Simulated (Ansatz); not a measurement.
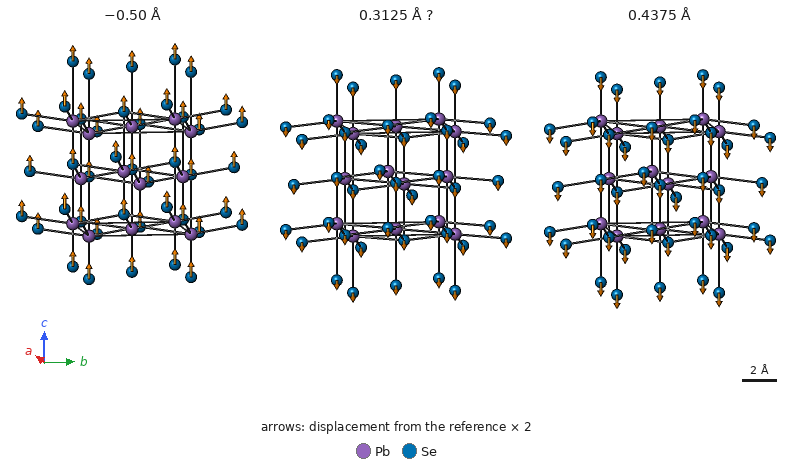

Energy scan for solid PbSe (Fm-3m), in which the whole Se sublattice is shifted rigidly, towards the nearest copy of atom 1 (Pb) at 3.062 Å, all else fixed. The picture is a ball-and-stick view of the conventional cell (4 times the calculation's cell), seen along the a axis, with a slight tilt. Orange arrows: displacements from the reference. Lengths and directions refer to the drawn axes.

Level of theory: Ansatz, DFT PBE, scalar-relativistic, plane waves, PAW. Set-up: plane-wave cutoff 420 eV; k-point mesh 10 × 10 × 10; occupations gaussian; smearing width 0.03 eV; no spin polarisation. Energies (free energies at the smearing named) are counted from the cell as listed in its source, which wasn't relaxed.

```
displacement (Å)  E − E(ref) (meV/cell)
         −0.5000                  277.7
         −0.2500                   33.3
          0.0000                    0.0
          0.0625                    1.2
          0.1250                    5.7
          0.1875                   15.4
          0.3125                      ?
          0.3750                  109.9
          0.4375                  179.1
```

Q: Fill in the missing row.

A: A straight line between the two neighbours gives 78.4 meV/cell. A cubic through the four nearest rows (0.1250, 0.1875, 0.3750, 0.4375) gives, with Lagrange weights, (−0.2000)(5.7) + (0.5000)(15.4) + (1.0000)(109.9) + (−0.3000)(179.1) = 62.7 meV/cell. The calculation gives 63.2 meV/cell, so the cubic is 0.5 meV/cell too low and the straight line 15.2 meV/cell too high, as the curve bends upwards here.

The whole profile:

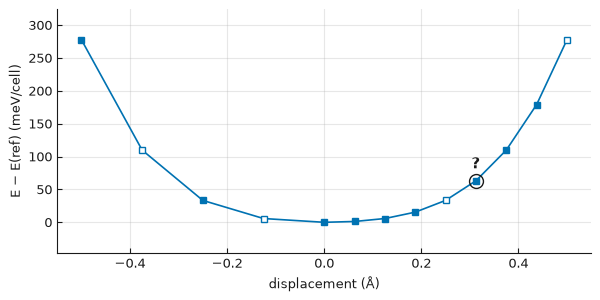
